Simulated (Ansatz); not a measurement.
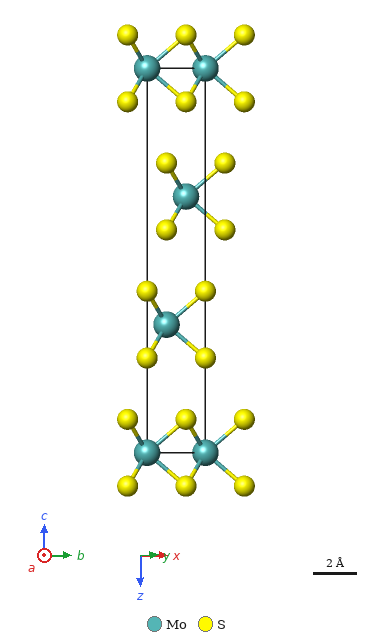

A scan of crystalline MoS2 (R3m): the ratio of the cell's length along z to its lengths across, counted as 1 for the reference, is changed at fixed volume (a c/a path), with the atoms kept at their fractional coordinates. x, y and z are the Cartesian axes of the input. The picture shows the reference cell. Style: ball-and-stick. Shown: the conventional cell (3 times the calculation's cell), along the a axis. Lengths and directions refer to the drawn axes.

All numbers below come from Ansatz, DFT PBE+D3(BJ), scalar-relativistic, plane waves, PAW. Settings: plane-wave cutoff 420 eV; k-point mesh 12 × 12 × 12; occupations gaussian; smearing width 0.05 eV; no spin polarisation. Energies (free energies at the smearing named) are counted from the relaxed crystal.

```
CELL_PARAMETERS angstrom
1.57647 0.91018 5.99653
-1.57647 0.91018 5.99653
0.00000 -1.82036 5.99653
ATOMIC_POSITIONS crystal
Mo 0.00002 0.00002 0.00002
S 0.75356 0.75356 0.75356
S 0.57972 0.57972 0.57972
```

What energies does the calculation give (the relative ratio: 0.80, 0.85, 0.92, 0.96, 1.00, 1.05, 1.10, 1.20, 1.30)?

| axial ratio over its reference value | ΔE (meV/atom) |
| --- | --- |
| 0.80 | 285 |
| 0.85 | 160 |
| 0.92 | 44 |
| 0.96 | 11 |
| 1.00 | 0 |
| 1.05 | 16 |
| 1.10 | 61 |
| 1.20 | 228 |
| 1.30 | 479 |

The lowest computed point lies at the relative ratio 1.00 (0 meV/atom). The distortion keeps the space group R3m. At the relative ratio 1.30 the cell of the drawing goes a 3.153 → 2.889 Å, b 3.153 → 2.889 Å, c 17.990 → 21.428 Å. The band gap on the mesh, 0.79 eV in the reference, closes at 0.80, 0.85, 0.92.
